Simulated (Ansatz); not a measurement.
## MoS2: single-point calculation (part 1 of 2)

The run: single-point calculation of MoS2 (R3m, 3 atoms in the cell). Method and program: DFT LDA+U, scalar-relativistic, plane waves, PAW, Ueff = 4 eV on Mo atom 1 d, spin-polarised (Ansatz 0.2.0).

The structure derives from an entry of the Crystallography Open Database. It belongs to a series of runs on one base structure; here: random orbitals: harmonics, high filling. Figures and captions count atoms from 1; the log counts them from 0 in places.

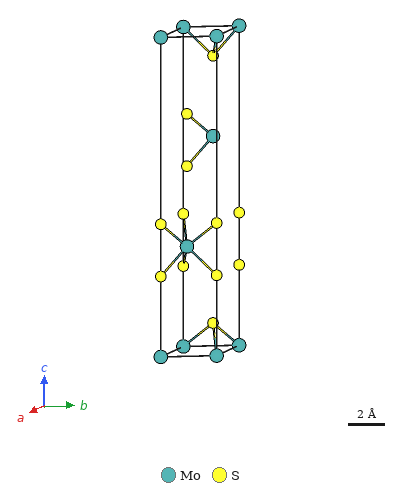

Fig. 1: The structure as given in the input (ball-and-stick view of the cell 3 times as large as that of the calculation, set on its symmetry axes, seen slightly off an axis).

Summary:

```json
{"quantity": "outcome", "value": "converged"}
{"quantity": "space group (tolerance 0.01 Å)", "value": "R3m (160)"}
{"quantity": "electrons treated", "value": "26"}
{"quantity": "free energy", "value": "−6579.8894 eV"}
{"quantity": "Fermi energy", "value": "11.220 eV"}
{"quantity": "gap on the k-point mesh", "value": "0.85 eV"}
{"quantity": "net moment of the cell", "value": "0.00 μB"}
{"quantity": "integrated absolute moment", "value": "0.00 μB"}
{"quantity": "pressure", "value": "1.31 GPa"}
{"quantity": "largest force (length of the vector)", "value": "0.806 eV/Å"}
{"quantity": "hardware", "value": "2 threads of Arm Neoverse V2, 24 GiB of memory available, shared host"}
{"quantity": "wall time", "value": "19 s (CPU time 36 s)"}
{"quantity": "peak memory", "value": "0.41 GiB"}
```

Notes:

Warnings of the run: some starting moments were not kept; the typed occupations were not kept.

The input:
```yaml
crystal:
  lattice:
    - [1.58149989, 0.91307939, 6.12332821]
    - [-1.58149989, 0.91307939, 6.12332821]
    - [0.0, -1.82615878, 6.12332821]
  atoms:
    - { symbol: Mo, position: [0.0, 0.0, 0.0], spin: 2.0 }
    - { symbol: S, position: [0.7484, 0.7484, 0.7484] }
    - { symbol: S, position: [0.5849, 0.5849, 0.5849] }
basis:
  ecutwfc: 420
  ecutrho_ratio: 4
kpoints:
  mp_grid: { grid: [7, 7, 7] }
hamiltonian:
  xc: lda
  hubbard:
    sites:
      - { site: 0, l: d, u_eff: 4.0, starting_ns: [{ spin: up, occupation_matrix: s0up }, { spin: down, occupation_matrix: s0down }] }
    occupation_matrices:
      s0up:
        matrix:
          - [0.02, 0.0, 0.0, 0.0, 0.0]
          - [0.0, 0.02, 0.0, 0.0, 0.0]
          - [0.0, 0.0, 0.02, 0.0, 0.0]
          - [0.0, 0.0, 0.0, 0.97, 0.0]
          - [0.0, 0.0, 0.0, 0.0, 0.97]
      s0down:
        matrix:
          - [0.02, 0.0, 0.0, 0.0, 0.0]
          - [0.0, 0.02, 0.0, 0.0, 0.0]
          - [0.0, 0.0, 0.02, 0.0, 0.0]
          - [0.0, 0.0, 0.0, 0.02, 0.0]
          - [0.0, 0.0, 0.0, 0.0, 0.02]
    ns_hold: { iters: 12 }
scf:
  occupations: { method: gaussian, width: 0.05 }
  lower_state_search: "off"
  max_iter: 150
output:
  forces: true
  stress: true
  eigenvalues: true
  populations: true
  hubbard: { sites: [{ site: 0, l: d }] }
  write_density: true
  write_potential: true
  elf: true
  volumetric_format: npy
magnetization:
  spin_polarized: true
```

Run as:
```bash
ansatz run input.yaml --threads 2 --pin off --max-ram 3072MiB --backend cpu --events-out ev --progress --plain --runs-dir out
```

The program's output:
```
basis.fft_grid_basis auto: the FFT boxes are laid along the combinations [[1, -1, 0], [0, 1, 0], [0, -1, 1]] of the cell's own vectors, 3.163, 6.390 and 3.163 Å long. The dense box has 24×45×24 points. Along the cell's own vectors, as sized, it would have 45×45×45, 3.52 times as many. Of the 6 symmetry operations that the crystal satisfies within crystal.symmetry.tolerance (time reversal apart; of a slab, those that keep its plane) the dense box along the cell's own vectors carries 6, and the one as laid loses 4 of those. basis.fft_grid_basis: typed keeps the cell's own vectors: state it where this run's energies or levels are differenced outside the engine with another run's, or held beside a run that keeps those vectors. Those combinations have planes normal to reciprocal vector 3, as the cell's own vectors have. Each planar average written beside output.write_density, output.write_potential has a row for each plane of the box: 24. The volumetric files lie along those combinations, not along the cell's own vectors: a cube or XSF file states them, and fields.json those of NumPy files.
Mo: projections on atomic orbitals take those of the free atom [Ar 3d10] 4s2 4p6 4d5 5s1, of charge +0.00 (hamiltonian.pseudopotentials.projection_atoms); the dataset's partial waves leave at most 6.0e-6 of an orbital's norm unspanned inside its sphere
S: projections on atomic orbitals take those of the free atom [Ne] 3s2 3p4, of charge +0.00 (hamiltonian.pseudopotentials.projection_atoms); the dataset's partial waves leave at most 1.6e-7 of an orbital's norm unspanned inside its sphere
Engine: ansatz 0.2.0, aarch64-unknown-linux-gnu
Pseudopotentials: kind: paw
Pseudopotential: Mo, paw, valence charge 14, recommended cutoff 420 eV (normal), Mo.paw.azcp
Pseudopotential: S, paw, valence charge 6, recommended cutoff 420 eV (normal), S.paw.azcp
Functional definition: SPW92
  exchange = slater_x
  correlation = pw_c
Crystal: 3 atoms, lattice volume = 53.054 Å³
Basis set: ecut = 420 eV, 1011 PW (Γ), FFT grids on a1−a2, a2, −a2+a3
Bands: 18, of which v1, the nominal top of the filled ones, is band 13 counted from 1 (12 counted from 0)
Symmetry: 6 space group operations
Space group: R3m (ITA 160), of the structure as read, at distance tolerance 3.8e-5 Å
Magnetic group: BNS 160.65 (UNI 1295), of the structure as read, at distance tolerance 3.8e-5 Å
k-points: 44 of 343 (time reversal used)
Non-local potential: Mo, projectors of the file, l = 0: 3, l = 1: 2, l = 2: 2, l = 3: 1
Non-local potential: S, projectors of the file, l = 0: 2, l = 1: 2, l = 2: 2
PAW form: soft (Blöchl's): semilocal exchange-correlation on the pseudo side does not see the compensation charge
PAW frozen core: Mo, regenerated for the run's functional, and the local potential with it (the file was generated under x = pbe(κ = 0.804, μ = 0.2195149727645171), c = pbe(β = 0.06672455060314922))
PAW frozen core: S, regenerated for the run's functional, and the local potential with it (the file was generated under x = pbe(κ = 0.804, μ = 0.2195149727645171), c = pbe(β = 0.06672455060314922))
PAW one-centre angular grid: Mo, 590 points (default); XC on 64 Gauss nodes
PAW one-centre angular grid: S, 110 points (default); XC on 64 Gauss nodes
Initial density: superposition of atomic densities (chi_scale 0.1, normalization cell)
Starting moments: Σ|m| = 2 μB on 1 of 3 sites
Initial wavefunctions: pseudopotential atomic-orbital guess
Functional: x = slater, c = lda
```
